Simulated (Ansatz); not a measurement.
H

```xyz
16
Lattice="0.0000 -7.4195 0.0000 7.4195 0.0000 0.0000 0.0000 3.7097 4.5711" Properties=species:S:1:pos:R:3 pbc="T T T"
H     0.0000   -0.1500    4.1958
H     3.7097   -3.8597    4.1958
H     1.8549   -5.5646    1.9102
H     5.5646   -1.8549    1.9102
H     0.0000   -3.7098    4.1958
H     3.7097    0.0000    4.1958
H     1.8549   -1.8549    1.9102
H     5.5646   -5.5646    1.9102
H     0.0000    0.0000    0.3753
H     3.7097   -3.7097    0.3753
H     1.8549   -1.8548    2.6609
H     5.5646    1.8549    2.6609
H     0.0000   -3.7097    0.3753
H     3.7097    0.0000    0.3753
H     1.8549    1.8549    2.6609
H     5.5646   -1.8548    2.6609
```

Space group Cm; a structure from a database of computed crystals, not necessarily the ambient phase; changed on purpose from its base cell (atom 1 (H) moved -0.150 A along Cartesian [0 1 0]); not relaxed (largest force 0.5 eV/Å).

Method: DFT PBE, scalar-relativistic, plane waves, PAW in Ansatz.

Q: What can the converged valence pseudo-density tell about the bonding?

A: H–H (0.75 Å): ρ is about 1.8 e/Å³ halfway.

Q: Does the calculation make it a metal, or give it a gap?

A: It is gapped, with a Kohn–Sham gap of 9.1 eV on the k-point mesh (the band edges may lie off the mesh, which would make the gap smaller).

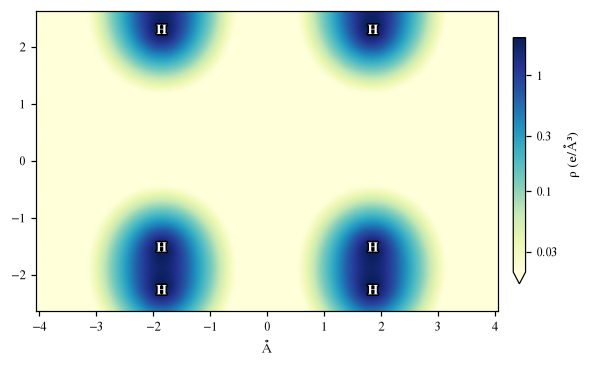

Computed valence pseudo-density on the (010) plane of the conventional cell. 

The density is the valence pseudo-density of a PAW calculation; it isn't the true density close to the nuclei.
